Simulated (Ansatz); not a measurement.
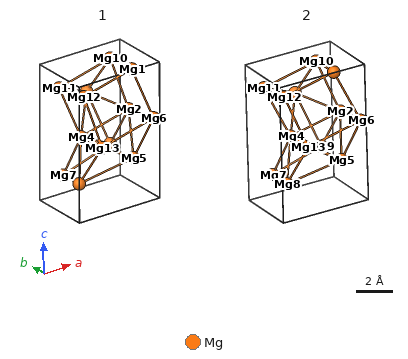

Two geometries of an amorphous cell of composition Mg (coarse preliminary run), drawn at one scale. One is the start of a relaxation, the other its converged end. Style: ball-and-stick. Shown: the cell of the calculation, reduced to other axes, slightly off an axis. Lengths and directions refer to the drawn axes.

All numbers below come from Ansatz, DFT PBE, scalar-relativistic, plane waves, PAW. Settings: plane-wave cutoff 420 eV; k-point mesh 4 × 3 × 3; occupations gaussian; smearing width 0.1 eV; no spin polarisation; cell and atoms relaxed; force threshold 0.04 eV/Å; at most 25 steps.

Q: Which of the two is the end point?

A: Structure 2 is the relaxed one. Case: atoms packed at random at 1.25 times the crystal's volume, relaxed further on a centred mesh. The largest moves relative to the cell, 0.27 Å, are those of Mg atoms. Cell: a 5.464 → 5.745 Å (+5.1 %), b 7.641 → 7.297 Å (−4.5 %), c 7.785 → 7.759 Å (−0.3 %), α 89.4° → 88.7°, β 80.0° → 83.1°, γ 74.8° → 73.1°. Volume +0.1 %. Near-neighbour distances that change, for instance: Mg–Mg 3.401 → 3.610 Å, Mg–Mg 3.199 → 2.995 Å, Mg–Mg 3.368 → 3.175 Å, Mg–Mg 3.718 → 3.539 Å. The energy falls by 0.354 eV per cell of the calculation in 3 accepted moves (4 points after the start). Largest force component: 0.047 eV/Å at the start, 0.023 eV/Å at the end. Pressure: 0.23 GPa at the start and 0.00 GPa at the end. The SCF was repeated once at an unchanged geometry on a basis and grid sized afresh for the cell, which shifted the energy by 0.1 meV per cell of the calculation at most.

Limits of the set-up: the periodic images lie only 5.5 Å apart, so the values are limited by the cell's size.
